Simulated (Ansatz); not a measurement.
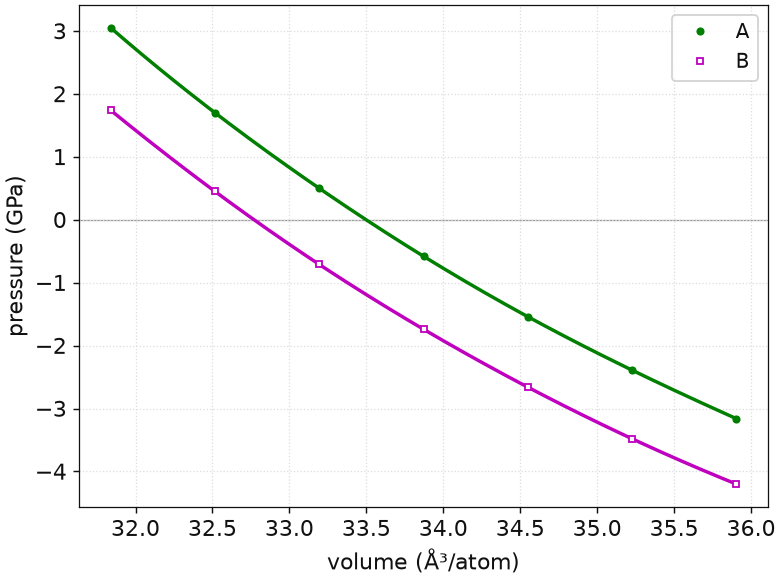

Plotted: pressure against volume, with one curve for each functional, for Bi₂Te₃ (space group R-3m). The labels are replaced by letters. In alphabetical order the cases are: LDA; PBEsol.

Method: all-electron LAPW DFT, no spin polarisation; energies at scaled volumes of the given cell, shape and fractions fixed, counted from the fit's minimum, third-order Birch-Murnaghan fit (Ansatz 0.2.0). All runs: no spin polarisation.

k mesh 7×7×7; occupations Fermi–Dirac; smearing width 0.05 eV; potentials all electron LAPW, scalar relativistic.

Which letter stands for which functional?

A: PBEsol; B: LDA.

Note: spin-orbit coupling left out, heavy elements; shape and atomic fractions are frozen while scaling, which makes layered, chain and framework solids too stiff.
